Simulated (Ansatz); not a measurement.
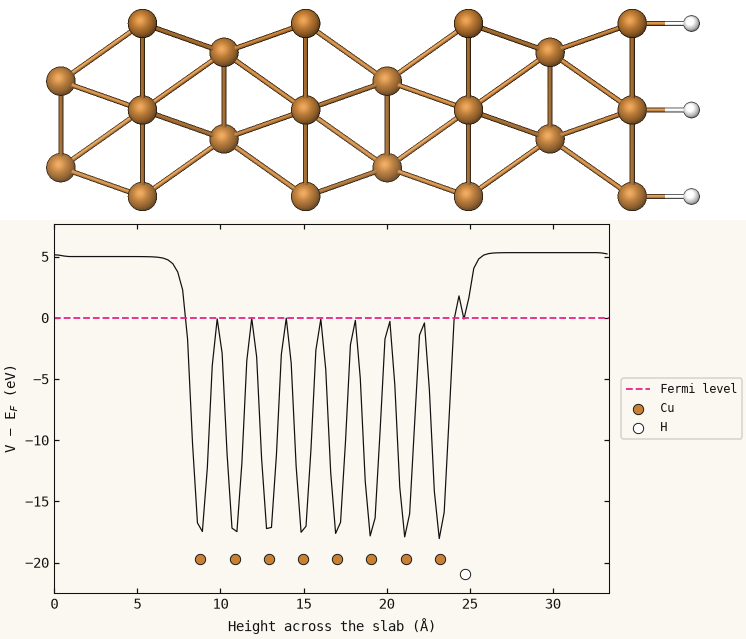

Describe the figure.

Plane-averaged electrostatic potential energy of an electron across the slab; circles at the bottom mark the heights of the atoms (positions after relaxation). The structure is drawn too. System: a (001) slab cut from Cu (P6_3/mmc), of composition Cu₈H (not the bulk's), ended by Cu planes, 9 atoms in the cell. Computed with Ansatz: DFT PBEsol, scalar-relativistic, plane waves, PAW, no spin polarisation, 12×12×1 k mesh, 420 eV cutoff, Gaussian smearing of 0.1 eV.

The work function is 5.32 eV at the right face and 5.00 eV at the left. The vacuum levels differ by 0.32 eV, so the slab carries a dipole along its normal. Some atoms were held fixed in the relaxation, which can itself make the faces differ. The outermost atoms are 15.9 Å apart, which leaves 17.5 Å of vacuum in a cell 33.4 Å high.
